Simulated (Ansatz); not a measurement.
# HfC2: from a guess to a relaxed structure, part 2 of 2

The task: take a trial cell of HfC2 to zero force and stress.

Ansatz 0.2.0; DFT PBE, scalar-relativistic, plane waves, PAW. The steps go on from the part before.

**4. Full relaxation**

The end of the coarse run is made exact in the group found at a tolerance of 0.06 Å and reduced to its primitive cell.

Input file input.yaml:

```yaml
crystal:
  lattice:
    - [3.2817729889, 0.0, 0.0]
    - [-1.6408864945, 2.8420987779, 0.0]
    - [0.0, 0.0, 3.1796572928]
  atoms:
    - { symbol: Hf, position: [0.0, 0.0, 0.0] }
    - { symbol: C, position: [0.3333333333, 0.6666666667, 0.5] }
    - { symbol: C, position: [0.6666666667, 0.3333333333, 0.5] }
basis:
  ecutwfc: 420
kpoints:
  mp_grid: { grid: [18, 18, 14] }
hamiltonian:
  xc: pbe
scf:
  occupations: { method: gaussian, width: 0.1 }
output:
  forces: true
  stress: true
  eigenvalues: true
relax:
  adjacent_minimum: "off"
  f_tol: 0.01
  max_steps: 80
  cell: { stress_tol: 0.05 }
```

Started as:

```console
$ ansatz run input.yaml --threads 1 --pin off --max-ram 2048MiB --backend cpu --events-out ev --progress --plain --runs-dir out
```

Output:

```text
Warning: RAYON_NUM_THREADS=1 ignored (pool sized by the plan → 1); use --threads N
Engine: ansatz 0.2.0, x86_64-unknown-linux-gnu
Pseudopotentials: kind: paw
Pseudopotential: Hf, paw, valence charge 26, recommended cutoff 420 eV (normal), Hf.paw.azcp
Pseudopotential: C, paw, valence charge 4, recommended cutoff 420 eV (normal), C.paw.azcp
Functional definition: PBE
  parameter kappa = 0.804
  parameter beta = 0.06672455060314922
  exchange = pbe_x(kappa = kappa, mu = beta*pi^2/3)
  correlation = pbe_c(beta = beta)
Crystal: 3 atoms, lattice volume = 29.657 Å³
Basis set: ecut = 420 eV, 599 PW (Γ), exchange–correlation on 48×48×48 points (8 copies of the dense FFT grid, shifted against one another)
Bands: 21, of which v1, the nominal top of the filled ones, is band 17 counted from 1 (16 counted from 0)
Symmetry: 24 space group operations
Space group: P6/mmm (ITA 191), of the structure as read, at distance tolerance 3.1e-5 Å
k-points: 296 of 4536
Non-local potential: Hf, projectors of the file, l = 0: 3, l = 1: 2, l = 2: 2, l = 3: 3
Non-local potential: C, projectors of the file, l = 0: 2, l = 1: 2, l = 2: 1
PAW form: soft (Blöchl's): semilocal exchange-correlation on the pseudo side does not see the compensation charge
PAW one-centre angular grid: Hf, 590 points (default); XC on 64 Gauss nodes
PAW one-centre angular grid: C, 110 points (default); XC on 64 Gauss nodes
Initial density: superposition of atomic densities (neutral atoms: chi_scale 0, normalization atom), corrected by the library's trained network
Initial wavefunctions: pseudopotential atomic-orbital guess
Functional: x = pbe(κ = 0.804, μ = 0.2195149727645171), c = pbe(β = 0.06672455060314922)
SCF iter   1: F=—  HF=-16220.663292 eV  |F-HF|=—  |Δ(HF+E_count)|=         —  Δρ=8.66e-3  dr2=3.82e-2  ethr=1.77e-3  ⟨swp⟩=4.4  Hψ=23507  notcnv=0
preconditioner: auto → none  [metal: Δε(μ)=0.017 eV  Ē_g=16.999 eV  σ=0.100 eV  W_gap=0.09  n_scr=8 (ndim 8)  ℏωp=38.6 eV  f_vac=0.000  D(μ)=0.48/eV (n_scr^D=0)  sad-step TF]
SCF iter   2: F=—  HF=-16220.657934 eV  |F-HF|=—  |Δ(HF+E_count)|=   5.36e-3  Δρ=5.53e-3  dr2=1.61e-2  ethr=1.12e-4  ⟨swp⟩=1.1  Hψ=8620  notcnv=0
SCF iter   3: F=—  HF=-16220.654384 eV  |F-HF|=—  |Δ(HF+E_count)|=   3.55e-3  Δρ=1.17e-3  dr2=4.69e-4  ethr=4.73e-5  ⟨swp⟩=2.0  Hψ=9939  notcnv=0
SCF iter   4: F=—  HF=-16220.653679 eV  |F-HF|=—  |Δ(HF+E_count)|=   7.05e-4  Δρ=5.05e-4  dr2=3.07e-5  ethr=1.38e-6  ⟨swp⟩=2.1  Hψ=11298  notcnv=0  defer=4
SCF iter   5: F=—  HF=-16220.653707 eV  |F-HF|=—  |Δ(HF+E_count)|=   2.77e-5  Δρ=5.87e-5  dr2=8.11e-7  ethr=9.04e-8  ⟨swp⟩=2.0  Hψ=9891  notcnv=0  defer=4
SCF iter   6: F=-16220.653705 eV  HF=-16220.653705 eV  |F-HF|=4.25e-9  |Δ(HF+E_count)|=   2.09e-6  Δρ=6.21e-6  dr2=7.95e-9  ethr=2.94e-10  ⟨swp⟩=7.0  Hψ=33212  notcnv=0
SCF 1 converged in 6 iterations: F = -16220.653705 eV  dr2 = 7.95e-9
relax step   1: F+E_penalty+E_count = -16220.65370504 eV  Δ(F+E_penalty+E_count) = +0.000e0 eV  max|allowed force component| = 8.142e-16 eV/Å  Δτ_max = 0.0000 Å  P = -2.119 GPa  Ω = 29.657 Å³  (6 SCF iters, dr2 threshold 1.00e-7 eV, accepted)
Crystal: 3 atoms, lattice volume = 29.547 Å³
Basis set: ecut = 420 eV, 611 PW (Γ), exchange–correlation on 48×48×48 points (8 copies of the dense FFT grid, shifted against one another)
Initial density: handed on by an earlier stage of this run
Initial wavefunctions: those handed on with the density
iter 1 solved again at ethr=1.29e-5 eV; its pass at ethr=3.10e-3 eV (dr2=4.39e-3 eV) is discarded
SCF iter   1: F=—  HF=-16220.663868 eV  |F-HF|=—  |Δ(HF+E_count)|=         —  Δρ=3.26e-3  dr2=4.47e-3  ethr=1.29e-5  ⟨swp⟩=1.7  Hψ=37363  notcnv=0
preconditioner: auto → none  [metal: Δε(μ)=0.012 eV  Ē_g=17.152 eV  σ=0.100 eV  W_gap=0.07  n_scr=8 (ndim 8)  ℏωp=38.6 eV  f_vac=0.000  D(μ)=0.68/eV (n_scr^D=2)]
SCF iter   2: F=—  HF=-16220.662441 eV  |F-HF|=—  |Δ(HF+E_count)|=   1.43e-3  Δρ=1.64e-3  dr2=8.06e-4  ethr=1.29e-5  ⟨swp⟩=2.0  Hψ=10493  notcnv=0
SCF iter   3: F=—  HF=-16220.662292 eV  |F-HF|=—  |Δ(HF+E_count)|=   1.50e-4  Δρ=7.71e-4  dr2=2.01e-4  ethr=2.37e-6  ⟨swp⟩=2.0  Hψ=10112  notcnv=0
SCF iter   4: F=—  HF=-16220.662231 eV  |F-HF|=—  |Δ(HF+E_count)|=   6.03e-5  Δρ=2.65e-4  dr2=6.10e-6  ethr=5.91e-7  ⟨swp⟩=2.4  Hψ=10304  notcnv=0
SCF iter   5: F=—  HF=-16220.662232 eV  |F-HF|=—  |Δ(HF+E_count)|=   5.28e-7  Δρ=5.86e-5  dr2=2.91e-7  ethr=8.82e-10  ⟨swp⟩=3.5  Hψ=29701  notcnv=0
SCF iter   6: F=-16220.662232 eV  HF=-16220.662232 eV  |F-HF|=9.17e-10  |Δ(HF+E_count)|=   7.92e-8  Δρ=1.01e-5  dr2=1.28e-8  ethr=8.55e-10  ⟨swp⟩=5.2  Hψ=26666  notcnv=0
SCF 2 converged in 6 iterations: F = -16220.662232 eV  dr2 = 1.28e-8
relax step   2: F+E_penalty+E_count = -16220.66223170 eV  Δ(F+E_penalty+E_count) = -8.527e-3 eV  max|allowed force component| = 1.234e-15 eV/Å  Δτ_max = 0.0000 Å  P = -2.752 GPa  Ω = 29.547 Å³  energy of the carried Pulay correction = -1.898e-4 eV  (6 SCF iters, dr2 threshold 3.00e-7 eV, accepted)
Crystal: 3 atoms, lattice volume = 29.336 Å³
Basis set: ecut = 420 eV, 575 PW (Γ), exchange–correlation on 48×48×48 points (8 copies of the dense FFT grid, shifted against one another)
iter 1 solved again at ethr=3.97e-7 eV; its pass at ethr=3.10e-3 eV (dr2=1.35e-4 eV) is discarded
SCF iter   1: F=—  HF=-16220.665680 eV  |F-HF|=—  |Δ(HF+E_count)|=         —  Δρ=6.68e-4  dr2=1.38e-4  ethr=3.97e-7  ⟨swp⟩=2.1  Hψ=35676  notcnv=0
preconditioner: auto → none  [metal: Δε(μ)=0.026 eV  Ē_g=17.160 eV  σ=0.100 eV  W_gap=0.15  n_scr=8 (ndim 8)  ℏωp=38.8 eV  f_vac=0.000  D(μ)=0.66/eV (n_scr^D=2)]
SCF iter   2: F=—  HF=-16220.665646 eV  |F-HF|=—  |Δ(HF+E_count)|=   3.31e-5  Δρ=1.85e-4  dr2=5.24e-6  ethr=3.97e-7  ⟨swp⟩=2.1  Hψ=9913  notcnv=0
SCF iter   3: F=—  HF=-16220.665648 eV  |F-HF|=—  |Δ(HF+E_count)|=   1.05e-6  Δρ=5.76e-5  dr2=3.39e-7  ethr=1.54e-8  ⟨swp⟩=2.0  Hψ=10989  notcnv=0
iter 4 did not close the SCF: its close was put off for the readings that it lacked (scf_convergence_deferred on its scf_iter line)
SCF iter   4: F=-16220.665648 eV  HF=-16220.665648 eV  |F-HF|=1.81e-7  |Δ(HF+E_count)|=   4.09e-7  Δρ=2.76e-5  dr2=1.32e-7  ethr=9.98e-10  ⟨swp⟩=2.0  Hψ=11263  notcnv=0
iter 5 did not close the SCF: its close was put off for the readings that it lacked (scf_convergence_deferred on its scf_iter line)
SCF iter   5: F=-16220.665648 eV  HF=-16220.665648 eV  |F-HF|=9.68e-9  |Δ(HF+E_count)|=   3.31e-8  Δρ=4.25e-6  dr2=2.96e-9  ethr=3.87e-10  ⟨swp⟩=2.0  Hψ=10907  notcnv=0
SCF iter   6: F=-16220.665648 eV  HF=-16220.665648 eV  |F-HF|=1.16e-10  |Δ(HF+E_count)|=   4.01e-9  Δρ=9.06e-7  dr2=9.67e-11  ethr=8.70e-12  ⟨swp⟩=2.0  Hψ=21411  notcnv=0
SCF 3 converged in 6 iterations: F = -16220.665648 eV  dr2 = 9.67e-11
relax step   3: F+E_penalty+E_count = -16220.66564787 eV  Δ(F+E_penalty+E_count) = -3.416e-3 eV  max|allowed force component| = 6.415e-16 eV/Å  Δτ_max = 0.0000 Å  P = -1.038 GPa  Ω = 29.336 Å³  energy of the carried Pulay correction = +2.611e-4 eV  (6 SCF iters, dr2 threshold 3.00e-7 eV, accepted)
Crystal: 3 atoms, lattice volume = 29.201 Å³
iter 1 solved again at ethr=5.66e-8 eV; its pass at ethr=3.10e-3 eV (dr2=1.92e-5 eV) is discarded
SCF iter   1: F=—  HF=-16220.666359 eV  |F-HF|=—  |Δ(HF+E_count)|=         —  Δρ=3.41e-4  dr2=1.82e-5  ethr=5.66e-8  ⟨swp⟩=2.0  Hψ=35484  notcnv=0
preconditioner: auto → none  [metal: Δε(μ)=0.014 eV  Ē_g=17.180 eV  σ=0.100 eV  W_gap=0.08  n_scr=8 (ndim 8)  ℏωp=38.9 eV  f_vac=0.000  D(μ)=0.68/eV (n_scr^D=2)]
SCF iter   2: F=—  HF=-16220.666357 eV  |F-HF|=—  |Δ(HF+E_count)|=   2.42e-6  Δρ=1.19e-4  dr2=1.88e-6  ethr=5.34e-8  ⟨swp⟩=2.0  Hψ=11240  notcnv=0
SCF iter   3: F=—  HF=-16220.666357 eV  |F-HF|=—  |Δ(HF+E_count)|=   5.68e-7  Δρ=2.78e-5  dr2=8.91e-8  ethr=5.54e-9  ⟨swp⟩=2.0  Hψ=11183  notcnv=0
iter 4 did not close the SCF: its close was put off for the readings that it lacked (scf_convergence_deferred on its scf_iter line)
SCF iter   4: F=-16220.666357 eV  HF=-16220.666357 eV  |F-HF|=3.96e-8  |Δ(HF+E_count)|=   1.35e-8  Δρ=1.27e-5  dr2=2.51e-8  ethr=2.62e-10  ⟨swp⟩=2.1  Hψ=11295  notcnv=0
iter 5 did not close the SCF: its close was put off for the readings that it lacked (scf_convergence_deferred on its scf_iter line)
SCF iter   5: F=-16220.666357 eV  HF=-16220.666357 eV  |F-HF|=2.13e-10  |Δ(HF+E_count)|=   1.01e-8  Δρ=2.70e-6  dr2=6.42e-10  ethr=7.40e-11  ⟨swp⟩=2.0  Hψ=10878  notcnv=0
SCF iter   6: F=-16220.666357 eV  HF=-16220.666357 eV  |F-HF|=1.64e-11  |Δ(HF+E_count)|=  3.09e-11  Δρ=3.95e-7  dr2=2.52e-11  ethr=1.89e-12  ⟨swp⟩=1.2  Hψ=18563  notcnv=0
SCF 4 converged in 6 iterations: F = -16220.666357 eV  dr2 = 2.52e-11
relax step   4: F+E_penalty+E_count = -16220.66635711 eV  Δ(F+E_penalty+E_count) = -7.092e-4 eV  max|allowed force component| = 7.401e-16 eV/Å  Δτ_max = 0.0000 Å  P = -0.037 GPa  Ω = 29.201 Å³  energy of the carried Pulay correction = +5.177e-4 eV  (6 SCF iters, dr2 threshold 3.00e-7 eV, accepted)
Crystal: 3 atoms, lattice volume = 29.195 Å³
iter 1 solved again at ethr=8.59e-10 eV; its pass at ethr=3.10e-3 eV (dr2=2.92e-7 eV) is discarded
SCF iter   1: F=—  HF=-16220.666368 eV  |F-HF|=—  |Δ(HF+E_count)|=         —  Δρ=3.07e-5  dr2=3.00e-7  ethr=8.59e-10  ⟨swp⟩=2.2  Hψ=35333  notcnv=0
preconditioner: auto → none  [metal: Δε(μ)=0.017 eV  Ē_g=17.184 eV  σ=0.100 eV  W_gap=0.09  n_scr=8 (ndim 8)  ℏωp=38.9 eV  f_vac=0.000  D(μ)=0.68/eV (n_scr^D=2)]
SCF iter   2: F=—  HF=-16220.666368 eV  |F-HF|=—  |Δ(HF+E_count)|=   1.10e-7  Δρ=1.38e-5  dr2=3.66e-8  ethr=8.59e-10  ⟨swp⟩=2.0  Hψ=9878  notcnv=0
SCF iter   3: F=—  HF=-16220.666368 eV  |F-HF|=—  |Δ(HF+E_count)|=   3.50e-9  Δρ=6.58e-6  dr2=1.71e-8  ethr=2.13e-11  ⟨swp⟩=5.0  Hψ=25444  notcnv=0
SCF iter   4: F=-16220.666368 eV  HF=-16220.666368 eV  |F-HF|=1.09e-11  |Δ(HF+E_count)|=   3.97e-9  Δρ=2.22e-6  dr2=5.09e-10  ethr=2.13e-11  ⟨swp⟩=3.0  Hψ=25312  notcnv=0
SCF 5 converged in 4 iterations: F = -16220.666368 eV  dr2 = 5.09e-10
relax step   5: F+E_penalty+E_count = -16220.66636771 eV  Δ(F+E_penalty+E_count) = -1.060e-5 eV  max|allowed force component| = 7.895e-16 eV/Å  Δτ_max = 0.0000 Å  P = -0.001 GPa  Ω = 29.195 Å³  energy of the carried Pulay correction = +5.268e-4 eV  (4 SCF iters, dr2 threshold 7.23e-9 eV, accepted)
Initial wavefunctions: pseudopotential atomic-orbital guess (no wavefunctions were taken with the density)
iter 1 solved again at ethr=5.86e-9 eV; its pass at ethr=3.10e-3 eV (dr2=1.99e-6 eV) is discarded
SCF iter   1: F=—  HF=-16220.665958 eV  |F-HF|=—  |Δ(HF+E_count)|=         —  Δρ=6.43e-5  dr2=1.19e-7  ethr=5.86e-9  ⟨swp⟩=3.8  Hψ=44457  notcnv=0
SCF iter   2: F=—  HF=-16220.665959 eV  |F-HF|=—  |Δ(HF+E_count)|=   6.55e-7  Δρ=3.46e-5  dr2=5.77e-8  ethr=3.51e-10  ⟨swp⟩=2.2  Hψ=11356  notcnv=0
SCF iter   3: F=—  HF=-16220.665959 eV  |F-HF|=—  |Δ(HF+E_count)|=   1.22e-7  Δρ=1.75e-5  dr2=8.54e-9  ethr=1.70e-10  ⟨swp⟩=2.0  Hψ=11222  notcnv=0
SCF iter   4: F=—  HF=-16220.665959 eV  |F-HF|=—  |Δ(HF+E_count)|=   5.24e-8  Δρ=2.64e-6  dr2=2.43e-10  ethr=2.51e-11  ⟨swp⟩=2.0  Hψ=10083  notcnv=0
iter 5 did not close the SCF: its close was put off for the readings that it lacked (scf_convergence_deferred on its scf_iter line)
SCF iter   5: F=-16220.665959 eV  HF=-16220.665959 eV  |F-HF|=7.28e-12  |Δ(HF+E_count)|=   1.27e-9  Δρ=1.30e-7  dr2=1.45e-12  ethr=1.00e-12  ⟨swp⟩=2.0  Hψ=10112  notcnv=0
SCF iter   6: F=-16220.665959 eV  HF=-16220.665959 eV  |F-HF|=1.82e-12  |Δ(HF+E_count)|=  1.82e-12  Δρ=3.45e-8  dr2=7.64e-14  ethr=1.00e-12  ⟨swp⟩=4.3  Hψ=28439  notcnv=0
SCF 6 converged in 6 iterations: F = -16220.665959 eV  dr2 = 7.64e-14
relax step   6: F+E_penalty+E_count = -16220.66595879 eV  Δ(F+E_penalty+E_count) = +4.089e-4 eV  max|allowed force component| = 2.961e-16 eV/Å  Δτ_max = 0.0000 Å  P = -0.009 GPa  Ω = 29.195 Å³  stress off target by 3.44e-2 GPa  SCF on the basis re-selected at this cell (its energy is not comparable with the rows above)  (6 SCF iters)
basis re-selected at this cell: Δ(F+E_penalty+E_count) = +4.089e-4 eV, ΔP = -0.008 GPa vs the last step (what re-selecting the basis moved, of the pressure what is left beyond the Pulay correction that the steps carried, after the strain that the cell walked since its last selection, with what the two solves' SCF thresholds leave and, on support functions, any second-order correction that the steps lacked; it is no measure of the basis error at this ecutwfc). This SCF's stress stands 3.44e-2 GPa from its target on what of the cell is left free (relax.cell.stress_tol is 5.00e-2 GPa) and its largest allowed force component is 2.96e-16 eV/Å (relax.f_tol is 1.00e-2 eV/Å): within both
SCF converged after 6 iterations
Free energy (F): -16220.665959 eV
Harris-Foulkes:  -16220.665959 eV  (|F-HF|=1.82e-12)
Internal energy: -16220.662543 eV  (E = F + TS)
E sigma→0 (E₀):  -16220.664251 eV
Entropy (-TS):   -0.003416 eV (-1.139 meV/atom)
Fermi energy:    21.688470 eV
--- Per-component energies (eV) ---
  E_band       = 164.082526
  E_kinetic    = 595.921273
  E_local      = -5044.010205  (includes V_loc(G=0)·N_el)
  E_nonlocal   = -1189.817389
  E_hartree    = 2386.860770
  E_xc         = -396.616194
  E_vxc        = -386.301475  (∫ρ·V_xc dr)
  E_paw        = -7123.182094  (= ΣΔE_a)
  E_vpaw       = 1414.568764  (= ΣTr[D̂ρ^β])
  E_aug_tail   = 0.000008  (compensation charges beyond the density's cutoff)
  E_ewald      = -5449.818713
  E_smearing   = -0.003416  (= −TS)
  E_closure    = -0.000000  (closes the sum)
  Σ components = -16220.665959   (vs F -16220.665959, Δ=0.00e0)
--- Forces (eV/Å), atoms counted from 1 ---
  atom   1  Hf     0.00000000    -0.00000000     0.00000000
  atom   2  C      0.00000000     0.00000000     0.00000000
  atom   3  C      0.00000000    -0.00000000     0.00000000
  max |Σ_I F_I| component: 7.40e-17 eV/Å
--- Stress (GPa, compression-positive) ---
       -0.030675      -0.000000       0.000000
       -0.000000      -0.030675       0.000000
        0.000000       0.000000       0.034428
  P = ⅓ Tr σ = -0.0090 GPa (-0.090 kbar)
--- Band table (eV; the first three rows and the last of 296) ---
  k-point 0: bands = ["-40.9049", "-9.4966", "-9.4236", "-9.4236", "4.3729", "9.1134", "9.1796", "9.1796", "9.1828", "9.1839", "9.1839", "9.2164", "15.7358", "15.7358", "17.4913", "18.4762", "18.5003", "23.3993", "23.3993", "24.6224", "25.2224"]
  k-point 1: bands = ["-40.9040", "-9.5251", "-9.4213", "-9.4213", "4.4547", "9.1138", "9.1773", "9.1773", "9.1809", "9.1858", "9.1858", "9.2164", "15.7868", "15.7868", "16.8248", "18.5082", "19.1370", "22.8551", "22.8551", "24.5223", "25.2636"]
  k-point 2: bands = ["-40.9013", "-9.6042", "-9.4147", "-9.4147", "4.6901", "9.1151", "9.1709", "9.1709", "9.1761", "9.1911", "9.1911", "9.2165", "15.8036", "15.9365", "15.9365", "18.6017", "20.1104", "21.9762", "21.9762", "24.2449", "24.7491"]
  k-point 295: bands = ["-40.8489", "-9.8332", "-9.7640", "-9.7640", "8.3729", "8.3729", "9.1542", "9.1898", "9.1959", "9.2059", "9.2059", "9.3355", "9.3355", "14.3203", "16.6129", "16.6129", "23.7945", "23.7945", "25.7997", "27.5237", "27.7273"]
--- Relaxed structure (5 steps of the walk, 5 accepted, 1 SCFs on fresh bases) ---
  F+E_penalty+E_count = -16220.66595879 eV   max|allowed force component| = 2.961e-16 eV/Å   (the final SCF, on the basis selected at the relaxed cell)
  cell:  # Å, volume = 29.1952 Å³
    - [3.23863263436806, 2.848812816785969e-11, 1.0209622559002356e-34]
    - [-1.6193163172087013, 2.804738134873815, 6.684245385811753e-35]
    - [9.89193979460188e-35, 1.3189253059469174e-34, 3.214084142180879]
  atoms:
    - { symbol: Hf, position: [-1.0786065816348913e-34, -5.270561051365089e-35, 5.372202061805729e-35] }
    - { symbol: C, position: [0.3333333333333333, 0.6666666666666666, 0.5] }
    - { symbol: C, position: [0.6666666666666666, 0.3333333333333333, 0.5] }
```

It took 28 s on 1 thread of AMD EPYC 9R45 (Zen 5), shared host; peak memory 0.51 GiB.

Relaxation path:

```csv
step,energy from step 1 (eV/cell),largest force component (eV/Å),pressure (GPa),volume (Å³)
1,0.0000,0.0000,-2.12,29.66
2,-0.0085,0.0000,-2.75,29.55
3,-0.0119,0.0000,-1.04,29.34
4,-0.0127,0.0000,-0.04,29.20
5,-0.0127,0.0000,0.00,29.20
6,-0.0123,0.0000,-0.01,29.20
```

Step 1 is the start. Step 6 repeats the geometry before it on a plane-wave basis chosen anew for that cell, so its energy need not be comparable with the rows above.

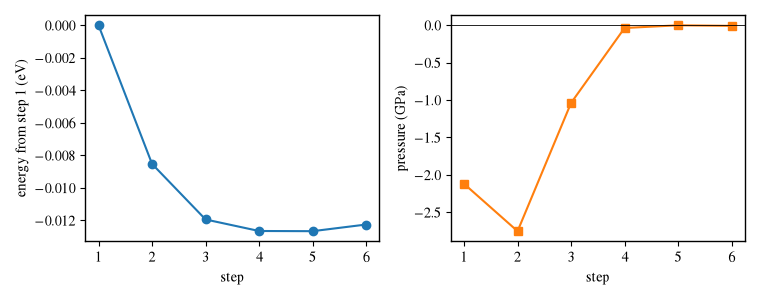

Energy and pressure along the relaxation.

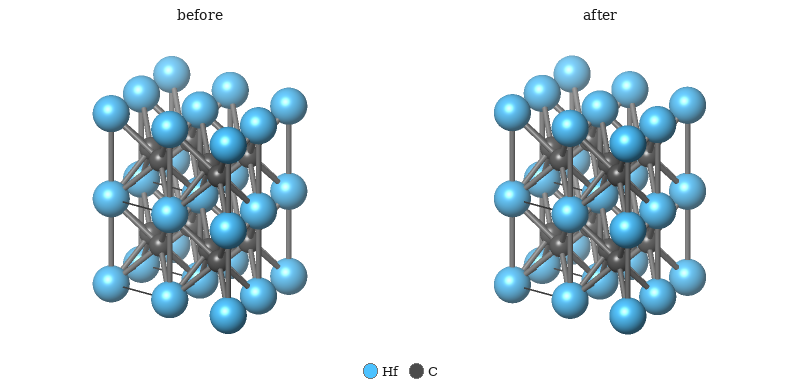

Before and after, at one scale. The change is too small to see at this scale.

|  | before | after | change |
| --- | --- | --- | --- |
| a (Å) | 3.282 | 3.239 | -1.3 % |
| b (Å) | 3.282 | 3.239 | -1.3 % |
| c (Å) | 3.180 | 3.214 | +1.1 % |
| volume (Å³/atom) | 9.89 | 9.73 | -1.6 % |
| shortest distance (Å) | 1.895 | 1.870 | -1.3 % |
| space group (0.01 Å) | P6/mmm | P6/mmm | same |

The run keeps the 24 symmetry operations of the start, so it could not have lowered the symmetry.

**5. Changing settings: mp_grid.grid [27, 27, 21], occupations.width 0.005**

Input file input.yaml:

```yaml
crystal:
  lattice:
    - [3.2386326344, 0.0, 0.0]
    - [-1.6193163172, 2.8047381349, 0.0]
    - [0.0, 0.0, 3.2140841422]
  atoms:
    - { symbol: Hf, position: [0.0, 0.0, 0.0] }
    - { symbol: C, position: [0.3333333333, 0.6666666667, 0.5] }
    - { symbol: C, position: [0.6666666667, 0.3333333333, 0.5] }
basis:
  ecutwfc: 420
kpoints:
  mp_grid: { grid: [27, 27, 21] }
hamiltonian:
  xc: pbe
scf:
  occupations: { method: gaussian, width: 0.005 }
output:
  forces: true
  eigenvalues: true
  stress: true
```

Started as:

```console
$ ansatz run input.yaml --threads 1 --pin off --max-ram 2048MiB --backend cpu --events-out ev --progress --plain --runs-dir out
```

Output, shortened:

```text
Warning: RAYON_NUM_THREADS=1 ignored (pool sized by the plan → 1); use --threads N
[...]
[... 4 set-up lines as earlier in the session ...]
[...]
Crystal: 3 atoms, lattice volume = 29.195 Å³
Basis set: ecut = 420 eV, 575 PW (Γ), exchange–correlation on 48×48×48 points (8 copies of the dense FFT grid, shifted against one another)
Bands: 21, of which v1, the nominal top of the filled ones, is band 17 counted from 1 (16 counted from 0)
[... 2 set-up lines as earlier in the session ...]
k-points: 825 of 15309
[...]
SCF iter   1: F=—  HF=-16220.669626 eV  |F-HF|=—  |Δ(HF+E_count)|=         —  Δρ=8.85e-3  dr2=3.77e-2  ethr=1.77e-3  ⟨swp⟩=4.9  Hψ=68366  notcnv=0
[...]
SCF iter   6: F=-16220.660083 eV  HF=-16220.660083 eV  |F-HF|=7.46e-9  |Δ(HF+E_count)|=   2.28e-6  Δρ=5.86e-6  dr2=1.00e-8  ethr=2.94e-10  ⟨swp⟩=7.0  Hψ=93674  notcnv=0
[...]
SCF converged after 6 iterations
Free energy (F): -16220.660083 eV
[...]
E sigma→0 (E₀):  -16220.660078 eV
Entropy (-TS):   -0.000011 eV (-0.004 meV/atom)
Fermi energy:    21.696436 eV
[...]
--- Forces (eV/Å), atoms counted from 1 ---
  atom   1  Hf     0.00000000     0.00000000     0.00000000
  atom   2  C      0.00000000     0.00000000     0.00000000
  atom   3  C      0.00000000    -0.00000000     0.00000000
[...]
--- Stress (GPa, compression-positive) ---
       -0.309146      -0.000000      -0.000000
       -0.000000      -0.309146      -0.000000
       -0.000000      -0.000000      -0.010695
  P = ⅓ Tr σ = -0.2097 GPa (-2.097 kbar)
--- Band table (eV; the first three rows and the last of 825) ---
  k-point 0: bands = ["-40.8980", "-9.4929", "-9.4160", "-9.4160", "4.3687", "9.1209", "9.1862", "9.1862", "9.1886", "9.1900", "9.1900", "9.2241", "15.7323", "15.7323", "17.4882", "18.4716", "18.5026", "23.3939", "23.3939", "24.6176", "25.2253"]
[...]
```

Wall time 11 s (1 thread of AMD EPYC 9R45 (Zen 5), shared host); peak memory 0.7 GiB.

| run | ending | energy change | pressure (GPa) | gap (eV) | force (eV/Å) | cycles | time |
| --- | --- | --- | --- | --- | --- | --- | --- |
| step 4 | converged | 0 | 0.0 | 0.00 | 0.00 | - | 28 s |
| variant | converged | +1.4 meV/atom (σ→0) | -0.2 | 0.00 | 0.00 | 6 | 11 s |

Changing the k-point mesh and smearing moves the energy by +1.4 meV/atom (σ→0 values). More than one kind of setting changed, and this run alone doesn't tell their shares apart.

**6. What came out**

What follows sums up all 2 parts. Changes of volume or cell count from the first structure of part 1.

| quantity | value |
| --- | --- |
| symmetry at the end (tolerance 0.05 Å) | space group P6/mmm (No. 191) |
| conventional cell | a = 3.239 Å, b = 3.239 Å, c = 3.214 Å, α = 90.00°, β = 90.00°, γ = 120.00° |
| volume | 9.73 Å³/atom |
| energy over the elements | +0.86 eV/atom |
| gap on the mesh | none (metal) |

**Reading.** The space group P6/mmm (No. 191) is kept, and the volume per atom shrinks by 36.1 % from the first guess. The formation energy is positive, so the separate elements lie lower. No finished test with a distortion of lower symmetry is shown, so the end may be a saddle point. Spin-orbit coupling is left out for Hf.
